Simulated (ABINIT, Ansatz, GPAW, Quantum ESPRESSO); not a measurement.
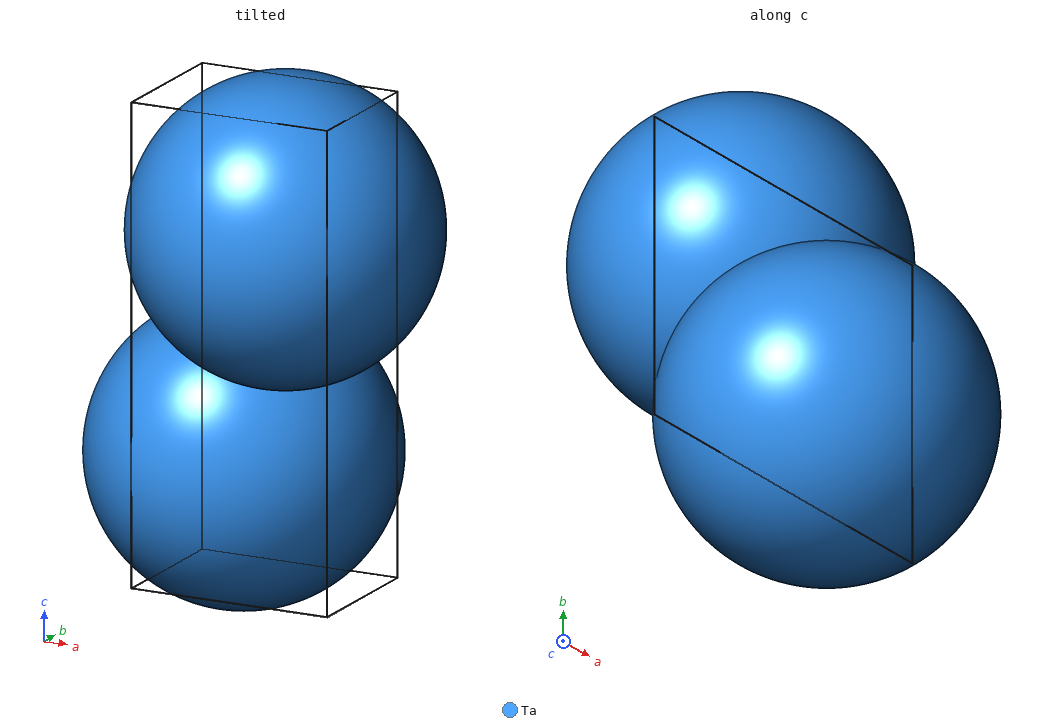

Ta, hexagonal close-packed (Mg type), space group P6₃/mmc (No. 194), a = 2.900 Å, b = 2.900 Å, c = 5.166 Å, α = 90.00°, β = 90.00°, γ = 120.00° (18.82 Å³/atom). The figure gives a space-filling picture of the atoms, viewed slightly off an axis and along the c axis. The frame is the conventional unit cell; atoms at its boundary are shown with their periodic copies. The cell is a structure listed in the Materials Project. This isn't the form of Ta at room conditions, which is bcc.

The cell was scaled uniformly, at fixed shape and fractional positions, in five programs or potential sets. Alike in all runs: functional PBE; k mesh 11 × 11 × 5 on the run's cell of 2 atoms; occupations fermi-dirac, width 0.05 eV; no spin polarisation; no spin-orbit coupling.

Energies from Ansatz (Ansatz PAW soft_1):

```tsv
volume (Å³/atom)	E − E(lowest point) (meV/atom)
17.689	36.76
18.066	14.17
18.442	2.25
18.819	0.00
19.195	6.51
19.571	20.94
19.948	42.56
```

Q: Fit a third-order Birch-Murnaghan equation of state to these points.

A: V0 = 18.72 Å³/atom, B0 = 190 GPa and B0′ = 3.9. V0 lies 0.5 % below the volume of the cell as given.

The same fit in all programs:

```tsv
program	V0 (Å³/atom)	B0 (GPa)	B0′
Ansatz (Ansatz PAW soft_1)	18.72	190	3.9
Quantum ESPRESSO (SSSP 1.3 efficiency)	18.71	190	3.9
GPAW (PAW data 1.2.1)	18.74	190	3.9
Ansatz LAPW (all-electron)	18.72	189	3.9
ABINIT (JTH PAW PBE v2.0)	?	?	?
```

Q: What does ABINIT (JTH PAW PBE v2.0) give?

A: V0 = 18.72 Å³/atom, B0 = 192 GPa and B0′ = 4.1. The other rows span 18.71 to 18.74 Å³/atom and 189 to 190 GPa.

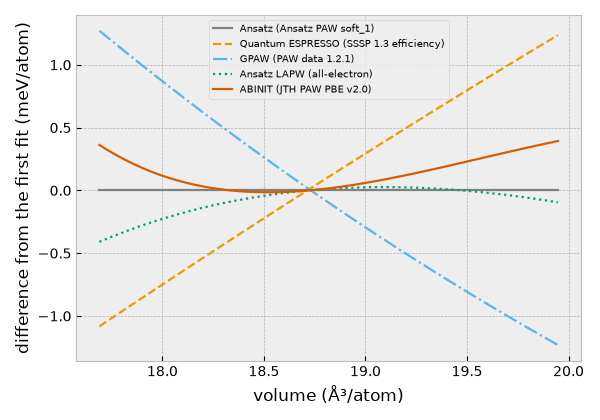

Each fitted curve, counted from its own minimum, less that of Ansatz (Ansatz PAW soft_1). With one functional throughout, the spread comes from potentials, basis sets and numerical settings; B0′ is uncertain by a few tenths over so narrow a range.

Caveat: the cell was scaled at fixed shape and fractional positions, which overstates the stiffness of a crystal with free parameters, most of all of layers and chains.
